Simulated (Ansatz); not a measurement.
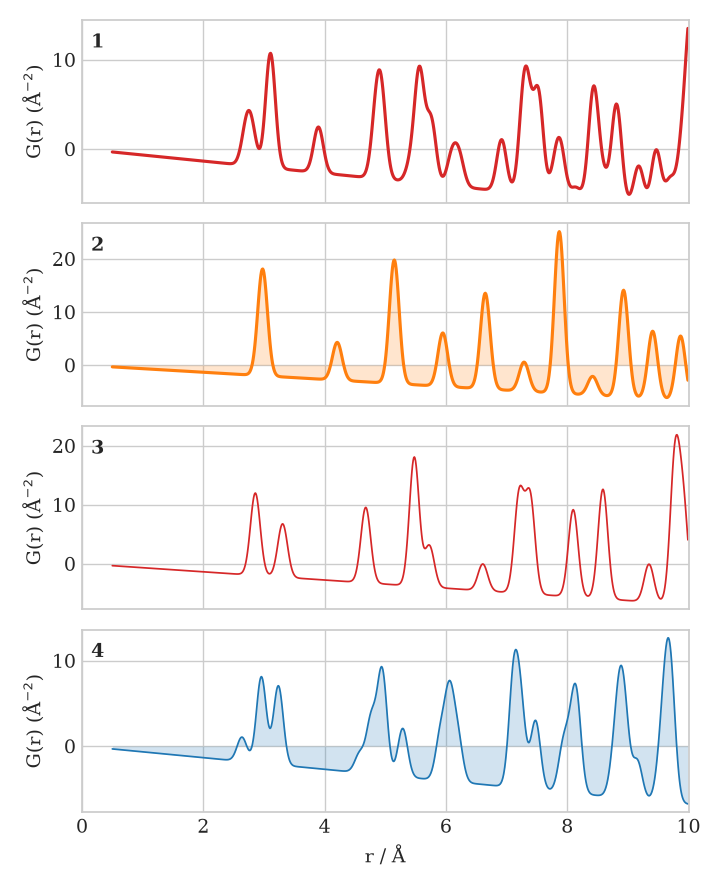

Each curve is a calculated X-ray PDF: distances of the static structure, each pair weighted by the product of the atomic numbers (X-ray weights at Q = 0), broadened by Gaussians with σ = 0.08 Å. No termination ripples are included.

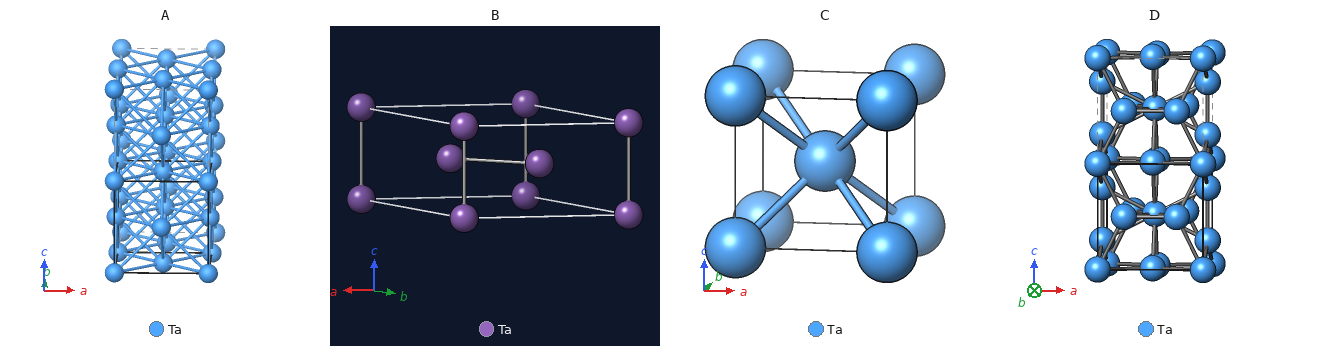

Candidate polymorphs:

A. Ta, a = 4.208 Å, b = 4.208 Å, c = 4.208 Å, α = 90.00°, β = 90.00°, γ = 90.00°, Fm-3m

B. Ta, a = 4.849 Å, b = 4.849 Å, c = 2.712 Å, α = 90.00°, β = 90.00°, γ = 120.00°, P6/mmm

C. Ta, a = 3.307 Å, b = 3.307 Å, c = 3.307 Å, α = 90.00°, β = 90.00°, γ = 90.00°, Im-3m

D. Ta, a = 5.287 Å, b = 5.287 Å, c = 5.287 Å, α = 90.00°, β = 90.00°, γ = 90.00°, Pm-3n

Origins: A, coordinates from a relaxation with Ansatz 0.2.0, DFT, r2SCAN, plane waves (500 eV) with PAW, scalar-relativistic; the starting structure was generated, so it need not be a known form of this composition; B, the input geometry of an electronic-structure calculation (not necessarily at equilibrium); the starting structure was generated, so it need not be a known form of this composition; C, the input geometry of an electronic-structure calculation (not necessarily at equilibrium); D, coordinates from a relaxation with DFT, r2SCAN, plane waves (500 eV) with PAW, scalar-relativistic (Ansatz 0.2.0); the starting structure was generated, so it need not be a known form of this composition.

Question: Which PDF belongs to which candidate?

Answer: curve 1 is B (Ta, first clear peaks at 2.75 Å (Ta–Ta) and 3.11 Å (Ta–Ta)); curve 2 is A (Ta, first clear peaks at 2.98 Å (Ta–Ta) and 4.21 Å (Ta–Ta)); curve 3 is C (Ta, first clear peaks at 2.86 Å (Ta–Ta) and 3.31 Å (Ta–Ta)); curve 4 is D (Ta, first clear peaks at 2.64 Å (Ta–Ta) and 2.96 Å (Ta–Ta)).
